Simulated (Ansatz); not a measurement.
**Geometry relaxation, with input and output: Zn₂Se₃ (part 1 of 2)**

Zn₂Se₃ (R-3m, 5 atoms in the cell), computed with DFT PBE, scalar-relativistic, plane waves, PAW, no spin polarisation (Ansatz 0.2.0).

The structure was made by swapping elements on the sites of another compound; it need not be a known phase. It belongs to a series of runs on one base structure; here: tetradymite type (R-3m, No. 166). Figures and captions count atoms from 1; the log counts them from 0 in places.

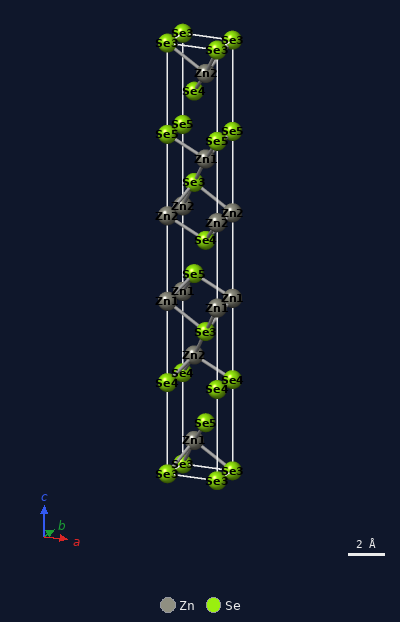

Fig. 1: The input geometry (ball-and-stick view of the cell 3 times as large as that of the calculation, set on its symmetry axes, seen slightly off an axis; atoms are numbered from 1 in the order of the input).

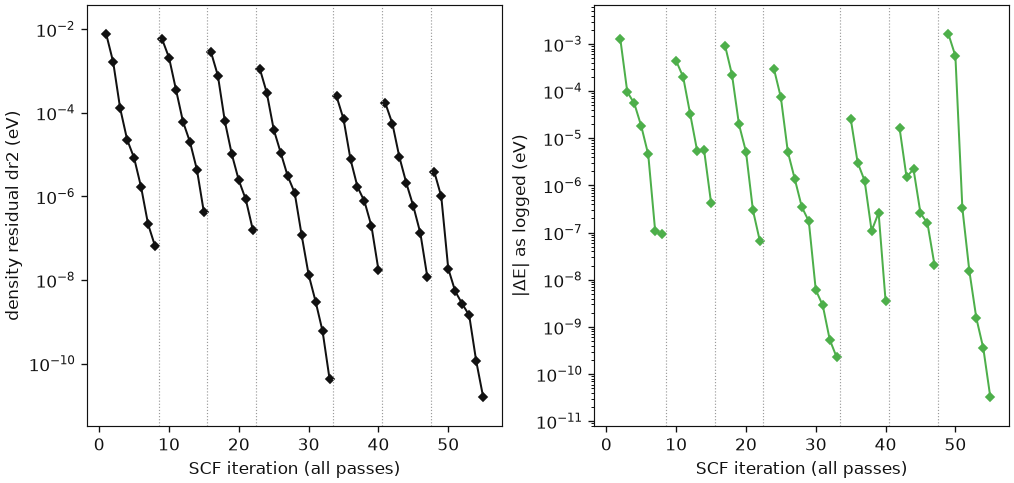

Fig. 2: Convergence of the self-consistent field: density residual dr2 and size of the energy change against the SCF iteration. The dotted lines part the SCF passes of the relaxation: geometry steps, rejected trials and re-solves on a re-selected basis. The 7 passes take 7 to 11 iterations each, 55 in all.

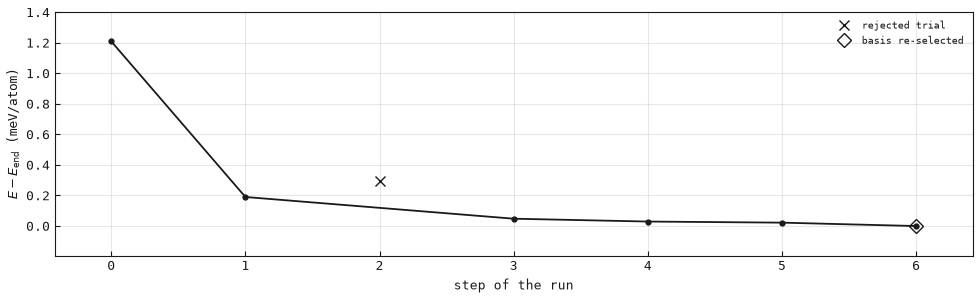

Fig. 3: Progress of the relaxation, step by step (the first geometry is step 0 here and step 1 in the log).

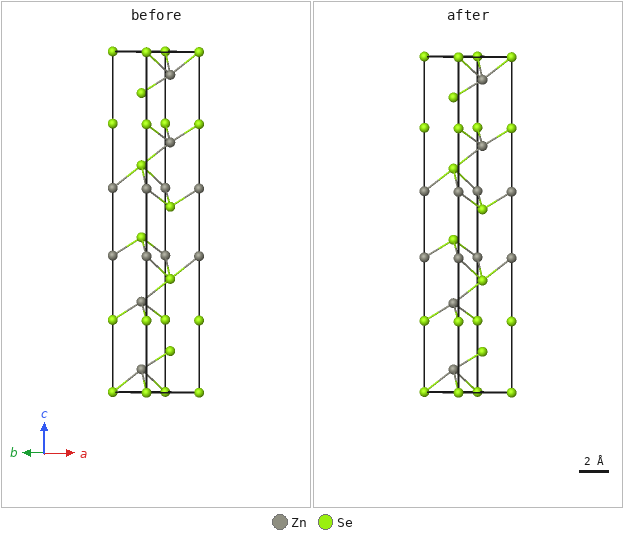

Fig. 4: Before (left) and after (right) the relaxation, at one scale (ball-and-stick view of the cell 3 times as large as that of the calculation, set on its symmetry axes, seen at an oblique angle). The largest moves relative to the cell, 0.011 Å, are those of Zn1 and Zn2. By element the largest moves are Zn 0.011 Å, Se 0.008 Å. Cell: a = b 3.797 → 3.833 Å (+0.9 %), c 24.279 → 23.915 Å (−1.5 %). Volume +0.4 %. Among the contacts that change: Zn1–Se3 2.736 → 2.745 Å. The space group stays R-3m (No. 166). Over 5 geometry steps the energy falls by 1.2 meV per atom. Largest force component: 0.023 eV/Å at the start, 0.0026 eV/Å at the end. Pressure: 0.15 GPa at the start and 0.02 GPa at the end. The line search rejected the trial step at point 2 (counted from 0) and went back. A last SCF at the same geometry on a re-selected plane-wave basis shifts the energy by next to nothing (0.0 meV per atom). (Atoms are counted from 1 in the order of the input.)

The input that produced these results follows, with the program's output.

The input:
```yaml
crystal:
  lattice:
    - [1.8983420167, 1.0960082744, 8.0929031328]
    - [-1.8983420167, 1.0960082744, 8.0929031328]
    - [0.0, -2.1920165487, 8.0929031328]
  atoms:
    - { symbol: Zn, position: [0.4007630026, 0.4007630026, 0.4007630026] }
    - { symbol: Zn, position: [0.5992369974, 0.5992369974, 0.5992369974] }
    - { symbol: Se, position: [0.0, 0.0, 0.0] }
    - { symbol: Se, position: [0.2117943717, 0.2117943717, 0.2117943717] }
    - { symbol: Se, position: [0.7882056283, 0.7882056283, 0.7882056283] }
basis:
  ecutwfc: 420
kpoints:
  mp_grid: { grid: [12, 12, 12] }
hamiltonian:
  xc: pbe
scf:
  occupations: { method: gaussian, width: 0.1 }
output:
  forces: true
  stress: true
  eigenvalues: true
relax:
  adjacent_minimum: "off"
  f_tol: 0.01
  max_steps: 80
  cell: { stress_tol: 0.05 }
```

Launch command:
```bash
ansatz run input.yaml --threads 1 --pin off --max-ram 2560MiB --backend cpu --events-out ev --progress --plain --runs-dir out
```

What the program printed:
```
basis.fft_grid_basis auto: the FFT boxes are laid along the combinations [[1, 0, -1], [0, 1, -1], [0, 0, 1]] of the cell's own vectors, 3.797, 3.797 and 8.385 Å long. The dense box has 27×27×60 points. Along the cell's own vectors, as sized, it would have 60×60×60, 4.94 times as many. Of the 12 symmetry operations that the crystal satisfies within crystal.symmetry.tolerance (time reversal apart; of a slab, those that keep its plane) the dense box along the cell's own vectors carries 12, and the one as laid loses 8 of those. basis.fft_grid_basis: typed keeps the cell's own vectors: state it where this run's energies or levels are differenced outside the engine with another run's, or held beside a run that keeps those vectors.
Engine: ansatz 0.2.0, x86_64-unknown-linux-gnu
Pseudopotentials: kind: paw
Pseudopotential: Zn, paw, valence charge 12, recommended cutoff 420 eV (normal), Zn.paw.azcp
Pseudopotential: Se, paw, valence charge 16, recommended cutoff 420 eV (normal), Se.paw.azcp
Functional definition: PBE
  parameter kappa = 0.804
  parameter beta = 0.06672455060314922
  exchange = pbe_x(kappa = kappa, mu = beta*pi^2/3)
  correlation = pbe_c(beta = beta)
Crystal: 5 atoms, lattice volume = 101.028 Å³
Basis set: ecut = 420 eV, 1959 PW (Γ), FFT grids on a1−a3, a2−a3, a3, exchange–correlation on 54×54×120 points (8 copies of the dense FFT grid, shifted against one another)
Bands: 44, of which v1, the nominal top of the filled ones, is band 36 counted from 1 (35 counted from 0)
Symmetry: 12 space group operations
Space group: R-3m (ITA 166), of the structure as read, at distance tolerance 4.7e-5 Å
k-points: 189 of 1728
Non-local potential: Zn, projectors of the file, l = 0: 2, l = 1: 2, l = 2: 3, l = 3: 1
Non-local potential: Se, projectors of the file, l = 0: 2, l = 1: 2, l = 2: 3, l = 3: 1
PAW form: soft (Blöchl's): semilocal exchange-correlation on the pseudo side does not see the compensation charge
PAW one-centre angular grid: Zn, 590 points (default); XC on 64 Gauss nodes
PAW one-centre angular grid: Se, 590 points (default); XC on 64 Gauss nodes
Initial density: superposition of atomic densities (neutral atoms: chi_scale 0, normalization atom), corrected by the library's trained network
Initial wavefunctions: pseudopotential atomic-orbital guess
Functional: x = pbe(κ = 0.804, μ = 0.2195149727645171), c = pbe(β = 0.06672455060314922)
SCF iter   1: F=—  HF=-23046.270607 eV  |F-HF|=—  |Δ(HF+E_count)|=         —  Δρ=1.96e-3  dr2=7.67e-3  ethr=1.77e-3  ⟨swp⟩=5.6  Hψ=32030  notcnv=0  defer=127
preconditioner: auto → Kerker (q_TF=auto, 2.579 Å⁻¹)  [metal: Δε(μ)=0.004 eV  Ē_g=11.045 eV  σ=0.100 eV  W_gap=0.02  n_scr=30 (ndim 8)  ℏωp=23.9 eV  f_vac=0.009  D(μ)=4.02/eV (n_scr^D=36)]
SCF iter   2: F=—  HF=-23046.269329 eV  |F-HF|=—  |Δ(HF+E_count)|=   1.28e-3  Δρ=9.94e-4  dr2=1.64e-3  ethr=1.07e-5  ⟨swp⟩=1.5  Hψ=10217  notcnv=0  defer=222
SCF iter   3: F=—  HF=-23046.269232 eV  |F-HF|=—  |Δ(HF+E_count)|=   9.63e-5  Δρ=2.93e-4  dr2=1.28e-4  ethr=2.28e-6  ⟨swp⟩=2.0  Hψ=14691  notcnv=0  defer=222
SCF iter   4: F=—  HF=-23046.269177 eV  |F-HF|=—  |Δ(HF+E_count)|=   5.51e-5  Δρ=1.76e-4  dr2=2.28e-5  ethr=1.78e-7  ⟨swp⟩=2.0  Hψ=14694  notcnv=0  defer=222
SCF iter   5: F=—  HF=-23046.269195 eV  |F-HF|=—  |Δ(HF+E_count)|=   1.82e-5  Δρ=9.83e-5  dr2=8.31e-6  ethr=3.17e-8  ⟨swp⟩=2.0  Hψ=14709  notcnv=0  defer=222
SCF iter   6: F=—  HF=-23046.269191 eV  |F-HF|=—  |Δ(HF+E_count)|=   4.54e-6  Δρ=4.32e-5  dr2=1.67e-6  ethr=1.15e-8  ⟨swp⟩=2.0  Hψ=11340  notcnv=0  defer=222
SCF iter   7: F=—  HF=-23046.269191 eV  |F-HF|=—  |Δ(HF+E_count)|=   1.06e-7  Δρ=1.22e-5  dr2=2.17e-7  ethr=2.32e-9  ⟨swp⟩=2.0  Hψ=14682  notcnv=0  defer=222
SCF iter   8: F=-23046.269191 eV  HF=-23046.269191 eV  |F-HF|=5.22e-8  |Δ(HF+E_count)|=   9.33e-8  Δρ=4.90e-6  dr2=6.45e-8  ethr=1.39e-10  ⟨swp⟩=9.3  Hψ=38790  notcnv=0
SCF 1 converged in 8 iterations: F = -23046.269191 eV  dr2 = 6.45e-8
  greatest PAW one-centre occupation: 1.000 electrons in one spin orbital (limit 2), on the Se atom at site 4 (counted from 0), in its partial waves of l = 2
relax step   1: F+E_penalty+E_count = -23046.26919107 eV  Δ(F+E_penalty+E_count) = +0.000e0 eV  max|allowed force component| = 2.344e-2 eV/Å  Δτ_max = 0.0000 Å  P = +0.153 GPa  Ω = 101.028 Å³  (8 SCF iters, dr2 threshold 1.00e-7 eV, accepted)
Crystal: 5 atoms, lattice volume = 101.400 Å³
Basis set: ecut = 420 eV, 1977 PW (Γ), FFT grids on a1−a3, a2−a3, a3, exchange–correlation on 54×54×120 points (8 copies of the dense FFT grid, shifted against one another)
Initial density: handed on by an earlier stage of this run
Initial wavefunctions: those handed on with the density
iter 1 solved again at ethr=7.91e-6 eV; its pass at ethr=3.10e-3 eV (dr2=5.70e-3 eV) is discarded
SCF iter   1: F=—  HF=-23046.274971 eV  |F-HF|=—  |Δ(HF+E_count)|=         —  Δρ=1.25e-3  dr2=5.83e-3  ethr=7.91e-6  ⟨swp⟩=2.1  Hψ=44221  notcnv=0
preconditioner: auto → Kerker (q_TF=auto, 2.577 Å⁻¹)  [metal: Δε(μ)=0.002 eV  Ē_g=11.011 eV  σ=0.100 eV  W_gap=0.01  n_scr=30 (ndim 8)  ℏωp=23.9 eV  f_vac=0.009  D(μ)=4.08/eV (n_scr^D=36)]
SCF iter   2: F=—  HF=-23046.274532 eV  |F-HF|=—  |Δ(HF+E_count)|=   4.39e-4  Δρ=6.89e-4  dr2=2.09e-3  ethr=7.91e-6  ⟨swp⟩=1.0  Hψ=8316  notcnv=0
SCF iter   3: F=—  HF=-23046.274331 eV  |F-HF|=—  |Δ(HF+E_count)|=   2.01e-4  Δρ=2.14e-4  dr2=3.57e-4  ethr=2.90e-6  ⟨swp⟩=1.9  Hψ=9502  notcnv=0
SCF iter   4: F=—  HF=-23046.274298 eV  |F-HF|=—  |Δ(HF+E_count)|=   3.33e-5  Δρ=1.58e-4  dr2=6.16e-5  ethr=4.95e-7  ⟨swp⟩=2.1  Hψ=13177  notcnv=0
SCF iter   5: F=—  HF=-23046.274292 eV  |F-HF|=—  |Δ(HF+E_count)|=   5.51e-6  Δρ=1.34e-4  dr2=2.01e-5  ethr=8.55e-8  ⟨swp⟩=2.0  Hψ=11720  notcnv=0
SCF iter   6: F=—  HF=-23046.274287 eV  |F-HF|=—  |Δ(HF+E_count)|=   5.64e-6  Δρ=5.08e-5  dr2=4.34e-6  ethr=2.79e-8  ⟨swp⟩=2.0  Hψ=11671  notcnv=0
SCF iter   7: F=-23046.274287 eV  HF=-23046.274287 eV  |F-HF|=1.95e-7  |Δ(HF+E_count)|=   4.31e-7  Δρ=1.84e-5  dr2=4.13e-7  ethr=6.94e-10  ⟨swp⟩=3.8  Hψ=36726  notcnv=0
SCF 2 converged in 7 iterations: F = -23046.274287 eV  dr2 = 4.13e-7
relax step   2: F+E_penalty+E_count = -23046.27428719 eV  Δ(F+E_penalty+E_count) = -5.096e-3 eV  max|allowed force component| = 5.911e-2 eV/Å  Δτ_max = 0.0112 Å  P = +0.003 GPa  Ω = 101.400 Å³  energy of the carried Pulay correction = -1.094e-4 eV  (7 SCF iters, dr2 threshold 5.00e-7 eV, accepted)
Crystal: 5 atoms, lattice volume = 101.153 Å³
Basis set: ecut = 420 eV, 1965 PW (Γ), FFT grids on a1−a3, a2−a3, a3, exchange–correlation on 54×54×120 points (8 copies of the dense FFT grid, shifted against one another)
iter 1 solved again at ethr=4.08e-6 eV; its pass at ethr=3.10e-3 eV (dr2=2.94e-3 eV) is discarded
SCF iter   1: F=—  HF=-23046.274926 eV  |F-HF|=—  |Δ(HF+E_count)|=         —  Δρ=2.39e-3  dr2=2.88e-3  ethr=4.08e-6  ⟨swp⟩=2.1  Hψ=37632  notcnv=0
preconditioner: auto → Kerker (q_TF=auto, 2.578 Å⁻¹)  [metal: Δε(μ)=0.003 eV  Ē_g=11.015 eV  σ=0.100 eV  W_gap=0.02  n_scr=30 (ndim 8)  ℏωp=23.9 eV  f_vac=0.008  D(μ)=4.08/eV (n_scr^D=36)]
SCF iter   2: F=—  HF=-23046.273996 eV  |F-HF|=—  |Δ(HF+E_count)|=   9.30e-4  Δρ=1.22e-3  dr2=7.75e-4  ethr=4.00e-6  ⟨swp⟩=2.3  Hψ=9887  notcnv=0
SCF iter   3: F=—  HF=-23046.273773 eV  |F-HF|=—  |Δ(HF+E_count)|=   2.23e-4  Δρ=3.03e-4  dr2=6.24e-5  ethr=1.08e-6  ⟨swp⟩=2.0  Hψ=11717  notcnv=0
SCF iter   4: F=—  HF=-23046.273754 eV  |F-HF|=—  |Δ(HF+E_count)|=   1.97e-5  Δρ=1.01e-4  dr2=1.01e-5  ethr=8.66e-8  ⟨swp⟩=2.0  Hψ=11704  notcnv=0
SCF iter   5: F=—  HF=-23046.273759 eV  |F-HF|=—  |Δ(HF+E_count)|=   5.22e-6  Δρ=3.01e-5  dr2=2.42e-6  ethr=1.40e-8  ⟨swp⟩=2.0  Hψ=11690  notcnv=0
SCF iter   6: F=—  HF=-23046.273759 eV  |F-HF|=—  |Δ(HF+E_count)|=   2.98e-7  Δρ=1.16e-5  dr2=8.43e-7  ethr=3.37e-9  ⟨swp⟩=2.0  Hψ=13088  notcnv=0
SCF iter   7: F=-23046.273759 eV  HF=-23046.273759 eV  |F-HF|=1.45e-7  |Δ(HF+E_count)|=   6.56e-8  Δρ=6.85e-6  dr2=1.60e-7  ethr=3.03e-10  ⟨swp⟩=3.0  Hψ=35462  notcnv=0
SCF 3 converged in 7 iterations: F = -23046.273759 eV  dr2 = 1.60e-7
relax step   3: F+E_penalty+E_count = -23046.27375896 eV  Δ(F+E_penalty+E_count) = +5.282e-4 eV  max|allowed force component| = 6.358e-2 eV/Å  Δτ_max = 0.0213 Å  P = +0.046 GPa  Ω = 101.153 Å³  energy of the carried Pulay correction = -3.658e-5 eV  (7 SCF iters, dr2 threshold 2.18e-7 eV, rejected (line search))
Crystal: 5 atoms, lattice volume = 101.387 Å³
iter 1 solved again at ethr=1.66e-6 eV; its pass at ethr=3.10e-3 eV (dr2=1.20e-3 eV) is discarded
SCF iter   1: F=—  HF=-23046.275376 eV  |F-HF|=—  |Δ(HF+E_count)|=         —  Δρ=1.32e-3  dr2=1.14e-3  ethr=1.66e-6  ⟨swp⟩=2.0  Hψ=36997  notcnv=0
preconditioner: auto → Kerker (q_TF=auto, 2.577 Å⁻¹)  [metal: Δε(μ)=0.001 eV  Ē_g=11.011 eV  σ=0.100 eV  W_gap=0.00  n_scr=30 (ndim 8)  ℏωp=23.9 eV  f_vac=0.009  D(μ)=4.08/eV (n_scr^D=36)]
SCF iter   2: F=—  HF=-23046.275076 eV  |F-HF|=—  |Δ(HF+E_count)|=   3.00e-4  Δρ=6.68e-4  dr2=3.03e-4  ethr=1.59e-6  ⟨swp⟩=1.6  Hψ=10289  notcnv=0
SCF iter   3: F=—  HF=-23046.275002 eV  |F-HF|=—  |Δ(HF+E_count)|=   7.36e-5  Δρ=1.71e-4  dr2=3.98e-5  ethr=4.21e-7  ⟨swp⟩=2.0  Hψ=11717  notcnv=0
SCF iter   4: F=—  HF=-23046.274997 eV  |F-HF|=—  |Δ(HF+E_count)|=   5.15e-6  Δρ=6.87e-5  dr2=1.11e-5  ethr=5.53e-8  ⟨swp⟩=2.0  Hψ=13067  notcnv=0
SCF iter   5: F=—  HF=-23046.274999 eV  |F-HF|=—  |Δ(HF+E_count)|=   1.36e-6  Δρ=2.94e-5  dr2=3.07e-6  ethr=1.54e-8  ⟨swp⟩=2.0  Hψ=11166  notcnv=0
SCF iter   6: F=—  HF=-23046.274998 eV  |F-HF|=—  |Δ(HF+E_count)|=   3.50e-7  Δρ=1.26e-5  dr2=1.22e-6  ethr=4.26e-9  ⟨swp⟩=2.0  Hψ=13198  notcnv=0
SCF iter   7: F=—  HF=-23046.274998 eV  |F-HF|=—  |Δ(HF+E_count)|=   1.75e-7  Δρ=8.20e-6  dr2=1.18e-7  ethr=1.69e-9  ⟨swp⟩=2.1  Hψ=13157  notcnv=0
SCF iter   8: F=—  HF=-23046.274998 eV  |F-HF|=—  |Δ(HF+E_count)|=   6.08e-9  Δρ=2.56e-6  dr2=1.34e-8  ethr=1.63e-10  ⟨swp⟩=2.0  Hψ=15118  notcnv=0
SCF iter   9: F=—  HF=-23046.274998 eV  |F-HF|=—  |Δ(HF+E_count)|=   2.87e-9  Δρ=1.40e-6  dr2=3.05e-9  ethr=1.86e-11  ⟨swp⟩=2.0  Hψ=15136  notcnv=0
SCF iter  10: F=—  HF=-23046.274998 eV  |F-HF|=—  |Δ(HF+E_count)|=  5.38e-10  Δρ=7.07e-7  dr2=5.92e-10  ethr=4.24e-12  ⟨swp⟩=2.0  Hψ=15113  notcnv=0
SCF iter  11: F=-23046.274998 eV  HF=-23046.274998 eV  |F-HF|=3.64e-11  |Δ(HF+E_count)|=  2.26e-10  Δρ=1.86e-7  dr2=4.27e-11  ethr=1.00e-12  ⟨swp⟩=3.8  Hψ=34654  notcnv=0
SCF 4 converged in 11 iterations: F = -23046.274998 eV  dr2 = 4.27e-11
relax step   4: F+E_penalty+E_count = -23046.27499801 eV  Δ(F+E_penalty+E_count) = -7.108e-4 eV  max|allowed force component| = 1.837e-2 eV/Å  Δτ_max = 0.0102 Å  P = -0.019 GPa  Ω = 101.387 Å³  energy of the carried Pulay correction = -1.056e-4 eV  (11 SCF iters, accepted)
Crystal: 5 atoms, lattice volume = 101.252 Å³
iter 1 solved again at ethr=3.37e-7 eV; its pass at ethr=3.10e-3 eV (dr2=2.43e-4 eV) is discarded
```
